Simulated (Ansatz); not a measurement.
I

Input

```
crystal:
  lattice:
    - [3.635035, -2.39502, 0.0]
    - [3.635035, 2.39502, 0.0]
    - [0.0, 0.0, 9.79344]
  atoms:
    - { symbol: I, position: [0.6493, 0.3507, 0.3844] }
    - { symbol: I, position: [0.1493, 0.8507, 0.1156] }
    - { symbol: I, position: [0.3507, 0.6493, 0.6156] }
    - { symbol: I, position: [0.8507, 0.1493, 0.8844] }
hamiltonian:
  xc: r2scan
  pseudopotentials: { kind: paw }
kpoints:
  mp_grid: { grid: [7, 7, 3] }
  band_path:
    path:
      - [[0.0, 0.0, 0.0], [0.3585278261, -0.3585278261, 0.0], [0.0, -0.5, 0.0], [0.0, -0.5, -0.5], [0.3585278261, -0.3585278261, -0.5], [0.0, 0.0, -0.5], [0.0, 0.0, 0.0], [-0.5, -0.5, 0.0], [-0.3585278261, -0.6414721739, 0.0], [-0.3585278261, -0.6414721739, -0.5], [-0.5, -0.5, -0.5], [-0.5, -0.5, 0.0]]
      - [[0.0, 0.0, -0.5], [-0.5, -0.5, -0.5]]
    npoints: 14
scf:
  occupations: { method: fermi_dirac, width: 0.05 }
  n_extra_bands: 10
output:
  forces: true
  stress: true
  eigenvalues: true
  fatbands: true
  write_density: true
  write_potential: true
  elf: true
  volumetric_format: npy
```

Command:

```sh
ansatz run input.yaml --threads 2 --pin off --max-ram 5120MiB --backend cpu --events-out ev --progress --plain --runs-dir out
```

Below, planes, directions and counts refer to the conventional cell (a = 7.27 Å, b = 4.79 Å, c = 9.79 Å, α = 90.00°, β = 90.00°, γ = 90.00°).

Space group Cmce; not relaxed (largest force 0.6 eV/Å).

The calculation used Kohn-Sham DFT of a periodic cell, r2SCAN, Ansatz PAW in Ansatz.

> Predict the valence pseudo-density and electron localisation function between the atoms.

I–I (2.68 Å): ρ at the midpoint is about 0.53 e/Å³; the ELF peaks at about 0.65 between the atoms.

> Does the calculation give a band gap?

It is gapped, with a Kohn–Sham gap of 1.6 eV on the k-point mesh (the band edges may lie off the mesh, which would make the gap smaller).

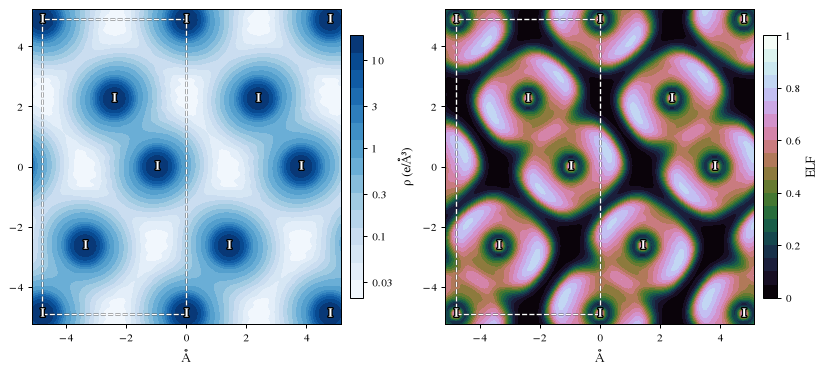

Computed valence pseudo-density and electron localisation function on the (100) plane of the conventional cell, in this order. 

Core electrons are frozen (PAW), and the valence fields are smoothed inside the atomic spheres.
